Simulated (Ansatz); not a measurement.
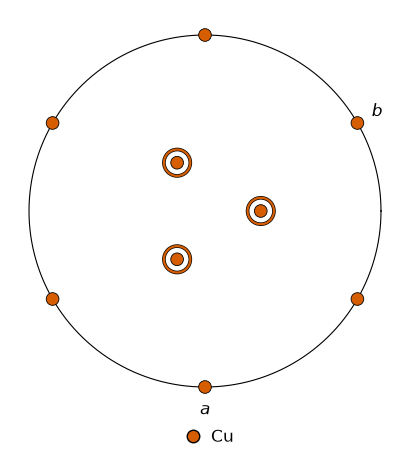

Directions from one copper atom at (1/3, 2/3, 1/4) to its bonded neighbours, in stereographic projection down c (filled: above the plane of the page or in it, open: below). Crystal: Cu, the end point of a relaxation with Ansatz, DFT, BLYP, plane waves (420 eV) with PAW, scalar-relativistic; the starting structure was generated, so it need not be a known form of this composition. All values are computed from the atomic coordinates in the standard setting (tolerance 0.002 Å).

Neighbours are counted up to 2.93 Å for Cu.

```
CELL_PARAMETERS angstrom
2.61739 0.00000 0.00000
-1.30870 2.26673 0.00000
0.00000 0.00000 4.29033
ATOMIC_POSITIONS crystal
Cu 0.33333 0.66667 0.25000
Cu 0.66667 0.33333 0.75000
```

How many neighbours are there, and at what angles?

12: 12 Cu at 2.62 Å. Angles between bonds: 60° (24×), 90° (12×), 110° (3×), 120° (18×), 147° (6×), 180° (3×).

What is the site's symmetry in the crystal?

Point group -6m2 (D3h), order 12: one −6 axis, three twofold axes, four mirror planes. In No. 194, P6_3/mmc this is Wyckoff position 2c.
